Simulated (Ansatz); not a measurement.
**Single-point calculation, with input and output: CdTe**

CdTe (8 atoms in the cell), computed with DFT PBE, scalar-relativistic, plane waves, PAW, no spin polarisation (Ansatz 0.2.0).

The structure derives from an entry of the Crystallography Open Database. It belongs to a series of runs on one base structure; here: the relaxed cell repeated 4 times.

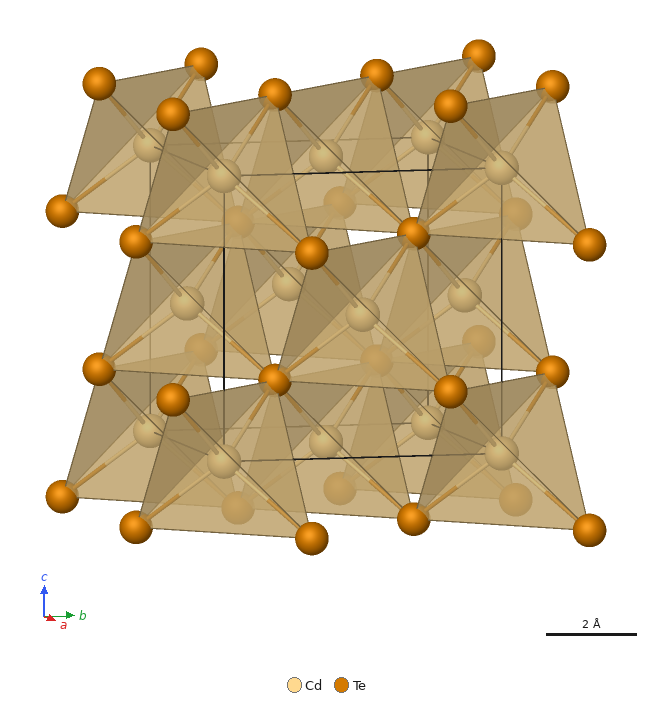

*The structure (polyhedral view of the cell of the calculation, seen slightly off an axis; polyhedra are completed across the faces of the cell). An atom can appear more than once, as a periodic image.*

## Results in brief

| quantity | value |
| --- | --- |
| outcome | converged |
| space group (tolerance 0.01 Å) | F-43m (216) |
| electrons treated | 144 |
| free energy | −60941.0330 eV |
| Fermi energy | 8.377 eV |
| gap on the k-point mesh | 0.87 eV |
| pressure | 4.24 GPa |
| largest force (length of the vector) | under 0.001 eV/Å |
| hardware | 1 thread of Intel Xeon @ 2.50GHz (Skylake/Cascade Lake), 189 GiB of memory available, shared host |
| wall time | 44 s |
| peak memory | 0.55 GiB |

## Input file
```yaml
crystal:
  lattice:
    - [6.41, 0.0, 0.0]
    - [0.0, -6.41, 0.0]
    - [0.0, 0.0, -6.41]
  atoms:
    - { symbol: Cd, position: [0.0, 0.5, 0.5] }
    - { symbol: Cd, position: [0.5, 0.0, 0.5] }
    - { symbol: Cd, position: [0.5, 0.5, 0.0] }
    - { symbol: Cd, position: [0.0, 0.0, 0.0] }
    - { symbol: Te, position: [0.75, 0.75, 0.75] }
    - { symbol: Te, position: [0.25, 0.25, 0.75] }
    - { symbol: Te, position: [0.25, 0.75, 0.25] }
    - { symbol: Te, position: [0.75, 0.25, 0.25] }
basis:
  ecutwfc: 420
kpoints:
  mp_grid: { grid: [4, 4, 4] }
hamiltonian:
  xc: pbe
scf:
  occupations: { method: gaussian, width: 0.05 }
output:
  forces: true
  stress: true
  eigenvalues: true
  write_density: true
  write_potential: true
  elf: true
  volumetric_format: npy
```

Command:
```bash
ansatz run input.yaml --threads 1 --pin off --max-ram 2560MiB --backend cpu --events-out ev --progress --plain --runs-dir out
```

## The program's output
```
Engine: ansatz 0.2.0, x86_64-unknown-linux-gnu
Pseudopotentials: kind: paw
Pseudopotential: Cd, paw, valence charge 20, recommended cutoff 420 eV (normal), Cd.paw.azcp
Pseudopotential: Te, paw, valence charge 16, recommended cutoff 420 eV (normal), Te.paw.azcp
Functional definition: PBE
  parameter kappa = 0.804
  parameter beta = 0.06672455060314922
  exchange = pbe_x(kappa = kappa, mu = beta*pi^2/3)
  correlation = pbe_c(beta = beta)
Crystal: 8 atoms, lattice volume = 263.375 Å³
Basis set: ecut = 420 eV, 5137 PW (Γ), exchange–correlation on 90×90×90 points (8 copies of the dense FFT grid, shifted against one another)
Bands: 87, of which v1, the nominal top of the filled ones, is band 72 counted from 1 (71 counted from 0)
Symmetry: 96 space group operations
Space group: F-43m (ITA 216), of the structure as read, at distance tolerance 6.4e-5 Å
k-points: 10 of 64 (time reversal used)
Non-local potential: Cd, projectors of the file, l = 0: 3, l = 1: 2, l = 2: 2, l = 3: 1
Non-local potential: Te, projectors of the file, l = 0: 2, l = 1: 2, l = 2: 2, l = 3: 2
PAW form: soft (Blöchl's): semilocal exchange-correlation on the pseudo side does not see the compensation charge
PAW one-centre angular grid: Cd, 590 points (default); XC on 64 Gauss nodes
PAW one-centre angular grid: Te, 590 points (default); XC on 64 Gauss nodes
Initial density: superposition of atomic densities (neutral atoms: chi_scale 0, normalization atom), corrected by the library's trained network
Initial wavefunctions: pseudopotential atomic-orbital guess
Functional: x = pbe(κ = 0.804, μ = 0.2195149727645171), c = pbe(β = 0.06672455060314922)
SCF iter   1: F=—  HF=-60941.034067 eV  |F-HF|=—  |Δ(HF+E_count)|=         —  Δρ=1.36e-3  dr2=1.12e-2  ethr=1.77e-3  ⟨swp⟩=6.4  Hψ=3232  notcnv=0  defer=16
preconditioner: auto → Resta (q_TF=auto, 2.467 Å⁻¹)  ε∞=3.9  [insulator: Δε(μ)=0.855 eV  Ē_g=11.403 eV  σ=0.050 eV  W_gap=1.00  n_scr=80 (ndim 8)  ℏωp=19.4 eV  f_vac=0.182  D(μ)=0.00/eV (n_scr^D=0)  ε∞_Penn≈3.9]
SCF iter   2: F=—  HF=-60941.033362 eV  |F-HF|=—  |Δ(HF+E_count)|=   7.04e-4  Δρ=7.95e-4  dr2=3.77e-3  ethr=7.77e-6  ⟨swp⟩=2.3  Hψ=1382  notcnv=0  defer=44
SCF iter   3: F=—  HF=-60941.033049 eV  |F-HF|=—  |Δ(HF+E_count)|=   3.13e-4  Δρ=4.40e-4  dr2=3.67e-4  ethr=2.62e-6  ⟨swp⟩=2.0  Hψ=1131  notcnv=0  defer=44
SCF iter   4: F=—  HF=-60941.033050 eV  |F-HF|=—  |Δ(HF+E_count)|=   7.92e-7  Δρ=1.35e-4  dr2=7.02e-5  ethr=2.55e-7  ⟨swp⟩=2.0  Hψ=1403  notcnv=0  defer=44
SCF iter   5: F=—  HF=-60941.033031 eV  |F-HF|=—  |Δ(HF+E_count)|=   1.93e-5  Δρ=4.59e-5  dr2=1.06e-5  ethr=4.87e-8  ⟨swp⟩=2.0  Hψ=1131  notcnv=0  defer=44
SCF iter   6: F=—  HF=-60941.033046 eV  |F-HF|=—  |Δ(HF+E_count)|=   1.53e-5  Δρ=1.32e-5  dr2=5.33e-7  ethr=7.36e-9  ⟨swp⟩=2.0  Hψ=1131  notcnv=0  defer=44
SCF iter   7: F=—  HF=-60941.033047 eV  |F-HF|=—  |Δ(HF+E_count)|=   1.41e-6  Δρ=6.93e-6  dr2=1.19e-7  ethr=6.94e-11  ⟨swp⟩=16.5  Hψ=6483  notcnv=0
SCF iter   8: F=-60941.033047 eV  HF=-60941.033047 eV  |F-HF|=2.71e-9  |Δ(HF+E_count)|=   5.29e-8  Δρ=1.18e-6  dr2=4.18e-9  ethr=6.94e-11  ⟨swp⟩=8.4  Hψ=4865  notcnv=0
SCF 1 converged in 8 iterations: F = -60941.033047 eV  dr2 = 4.18e-9
  greatest PAW one-centre occupation: 1.000 electrons in one spin orbital (limit 2), on the Cd atom at site 3 (counted from 0), in its partial waves of l = 0
```

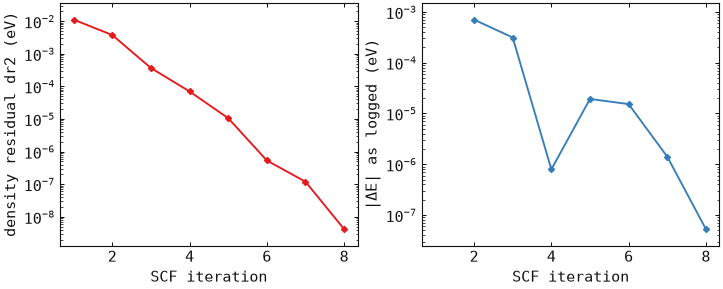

*Convergence of the self-consistent field: density residual dr2 and size of the energy change against the SCF iteration.*

The residual falls at every step.

```
SCF converged after 8 iterations
Free energy (F): -60941.033047 eV
Harris-Foulkes:  -60941.033047 eV  (|F-HF|=2.71e-9)
Internal energy: -60941.033047 eV  (E = F + TS)
E sigma→0 (E₀):  -60941.033047 eV
Fermi energy:    8.376736 eV
--- Per-component energies (eV) ---
  E_band       = -3104.040576
  E_kinetic    = 2745.907459
  E_local      = -21387.381439  (includes V_loc(G=0)·N_el)
  E_nonlocal   = -1107.207860
  E_hartree    = 10815.982869
  E_xc         = -1206.357131
  E_vxc        = -1306.204009  (∫ρ·V_xc dr)
  E_paw        = -34982.994921  (= ΣΔE_a)
  E_vpaw       = -3681.123737  (= ΣTr[D̂ρ^β])
  E_aug_tail   = -0.000821  (compensation charges beyond the density's cutoff)
  E_ewald      = -15818.981204
  E_smearing   = -0.000000  (= −TS)
  E_closure    = 0.000000  (closes the sum)
  Σ components = -60941.033047   (vs F -60941.033047, Δ=0.00e0)
--- Forces (eV/Å), atoms counted from 1 ---
  atom   1  Cd     0.00000000     0.00000000     0.00000000
  atom   2  Cd     0.00000000     0.00000000     0.00000000
  atom   3  Cd     0.00000000     0.00000000     0.00000000
  atom   4  Cd     0.00000000     0.00000000    -0.00000000
  atom   5  Te    -0.00000000    -0.00000000    -0.00000000
  atom   6  Te    -0.00000000     0.00000000    -0.00000000
  atom   7  Te    -0.00000000     0.00000000    -0.00000000
  atom   8  Te    -0.00000000     0.00000000    -0.00000000
  max |Σ_I F_I| component: 8.56e-17 eV/Å
--- Stress (GPa, compression-positive) ---
        4.235822       0.000000       0.000000
        0.000000       4.235822      -0.000000
        0.000000      -0.000000       4.235822
  P = ⅓ Tr σ = 4.2358 GPa (42.358 kbar)
--- Band table (eV; the first three rows and the last of 10) ---
  k-point 0: bands = ["-94.2604", "-94.2604", "-94.2604", "-94.2604", "-55.3236", "-55.3236", "-55.3236", "-55.3235", "-55.3235", "-55.3235", "-55.3235", "-55.3235", "-55.3235", "-55.3235", "-55.3235", "-55.3235", "-28.1579", "-28.1579", "-28.1579", "-28.1572", "-28.1572", "-28.1572", "-28.1566", "-28.1566", "-28.1566", "-28.1566", "-28.1566", "-28.1566", "-28.1481", "-28.1481", "-28.1481", "-28.1479", "-28.1479", "-28.1474", "-28.1474", "-28.1474", "-3.4296", "-2.8706", "-2.8706", "-2.8706", "-0.4574", "-0.4574", "-0.4574", "-0.2916", "-0.2916", "-0.2916", "-0.2757", "-0.2757", "-0.2757", "-0.2757", "-0.2757", "-0.2757", "-0.1709", "-0.1709", "-0.1379", "-0.1379", "-0.1379", "0.3582", "0.3582", "0.3582", "3.4767", "3.4767", "3.4767", "5.9631", "5.9631", "5.9631", "5.9631", "5.9631", "5.9631", "7.9386", "7.9386", "7.9386", "8.8117", "10.4812", "10.4812", "10.4812", "10.6116", "10.6116", "10.6116", "12.5345", "12.5345", "12.5345", "15.4394", "16.9366", "16.9366", "16.9366", "17.2485"]
  k-point 1: bands = ["-94.2604", "-94.2604", "-94.2604", "-94.2604", "-55.3236", "-55.3236", "-55.3235", "-55.3235", "-55.3235", "-55.3235", "-55.3235", "-55.3235", "-55.3235", "-55.3235", "-55.3235", "-55.3235", "-28.1578", "-28.1577", "-28.1577", "-28.1573", "-28.1571", "-28.1571", "-28.1567", "-28.1567", "-28.1566", "-28.1566", "-28.1565", "-28.1565", "-28.1480", "-28.1480", "-28.1480", "-28.1479", "-28.1478", "-28.1474", "-28.1474", "-28.1474", "-3.3458", "-2.9480", "-2.8715", "-2.8715", "-0.4335", "-0.4335", "-0.4108", "-0.3107", "-0.3107", "-0.3052", "-0.3052", "-0.2992", "-0.2992", "-0.2816", "-0.2394", "-0.2394", "-0.1780", "-0.1661", "-0.1494", "-0.1494", "-0.1427", "0.1412", "0.4054", "0.4054", "3.5341", "3.5341", "4.0111", "5.7178", "5.7178", "5.7734", "5.7734", "6.1847", "6.1847", "6.6805", "7.5376", "7.5376", "10.0885", "10.5390", "10.9480", "11.2091", "11.2091", "11.2879", "11.2879", "11.9113", "13.1312", "13.1312", "15.4907", "15.4907", "15.5846", "15.5846", "15.6188"]
  k-point 2: bands = ["-94.2604", "-94.2604", "-94.2604", "-94.2604", "-55.3235", "-55.3235", "-55.3235", "-55.3235", "-55.3235", "-55.3235", "-55.3235", "-55.3235", "-55.3235", "-55.3235", "-55.3235", "-55.3235", "-28.1576", "-28.1576", "-28.1573", "-28.1573", "-28.1572", "-28.1572", "-28.1569", "-28.1569", "-28.1569", "-28.1569", "-28.1565", "-28.1565", "-28.1480", "-28.1480", "-28.1479", "-28.1479", "-28.1476", "-28.1476", "-28.1475", "-28.1475", "-3.1439", "-3.1439", "-2.8725", "-2.8725", "-0.3721", "-0.3721", "-0.3721", "-0.3721", "-0.3201", "-0.3201", "-0.3185", "-0.3185", "-0.2921", "-0.2921", "-0.2029", "-0.2029", "-0.1723", "-0.1723", "-0.1544", "-0.1544", "-0.1439", "-0.1439", "0.4507", "0.4507", "3.6004", "3.6004", "5.2169", "5.2169", "5.4876", "5.4876", "5.6044", "5.6044", "6.7838", "6.7838", "6.7838", "6.7838", "10.9172", "10.9172", "11.2771", "11.2771", "12.3111", "12.3111", "12.6167", "12.6167", "13.5486", "13.5486", "14.2388", "14.2388", "14.4847", "14.4847", "14.4847"]
  k-point 9: bands = ["-94.2604", "-94.2604", "-94.2604", "-94.2604", "-55.3235", "-55.3235", "-55.3235", "-55.3235", "-55.3235", "-55.3235", "-55.3235", "-55.3235", "-55.3235", "-55.3235", "-55.3235", "-55.3235", "-28.1574", "-28.1574", "-28.1574", "-28.1574", "-28.1569", "-28.1569", "-28.1569", "-28.1569", "-28.1569", "-28.1569", "-28.1569", "-28.1569", "-28.1477", "-28.1477", "-28.1477", "-28.1477", "-28.1477", "-28.1477", "-28.1477", "-28.1477", "-3.0008", "-3.0008", "-3.0008", "-3.0008", "-0.3878", "-0.3878", "-0.3878", "-0.3878", "-0.3878", "-0.3878", "-0.3878", "-0.3878", "-0.1611", "-0.1611", "-0.1611", "-0.1611", "-0.1611", "-0.1611", "-0.1611", "-0.1611", "0.2080", "0.2080", "0.2080", "0.2080", "3.3295", "3.3295", "3.3295", "3.3295", "7.1152", "7.1152", "7.1152", "7.1152", "7.1152", "7.1152", "7.1152", "7.1152", "9.7957", "9.7957", "9.7957", "9.7957", "13.1351", "13.1351", "13.1351", "13.1351", "13.1351", "13.1351", "13.1351", "13.1351", "15.0207", "15.0207", "15.0207"]
```

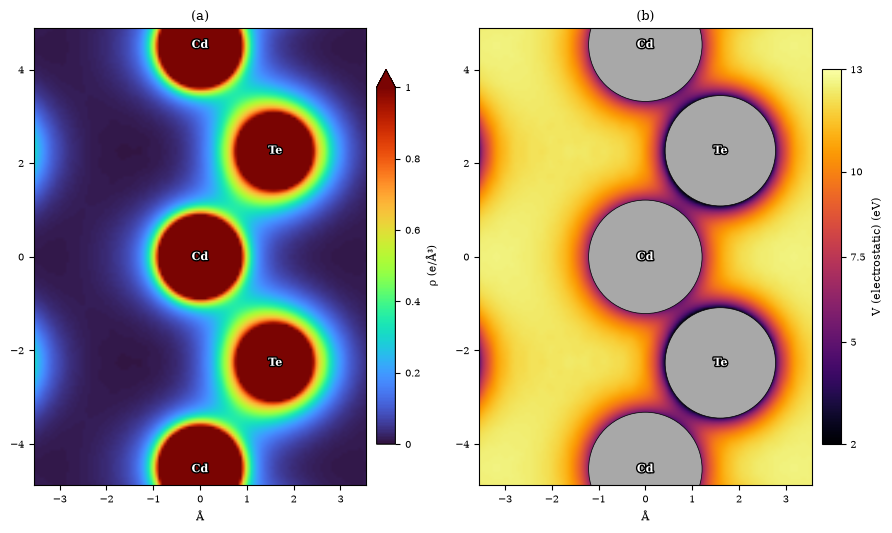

*(a) valence electron density; (b) electrostatic potential (local pseudopotential plus Hartree) felt by an electron on the (101) plane of the conventional cell. Grey discs, where drawn, cover atomic cores.*

Cd–Te (2.78 Å): ρ at the midpoint is about 0.37 e/Å³. Away from the nuclei the density in this plane falls to 0.005 e/Å³ at its lowest. Outside the cores the potential energy rises away from the atoms and is highest about 2.8 Å from the nearest atoms; outside the discs it spans about 10 eV, and its zero is arbitrary. In a PAW calculation such maps are meaningful between the atoms, not at the nuclei.

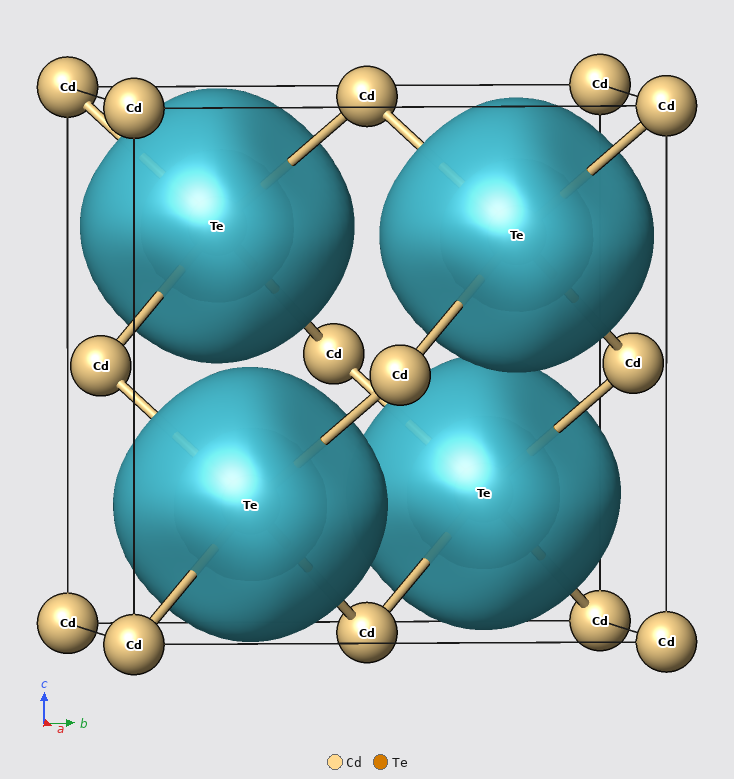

*Isosurface of the ELF at 0.5 (cyan), seen at an oblique angle. Core shells and regions of very low density are left out. Sticks mark near contacts. The outline is the cell set on symmetry axes.*

Along the contacts the grid gives the following. Cd–Te (2.78 Å): the ELF is about 0.50 at the midpoint.
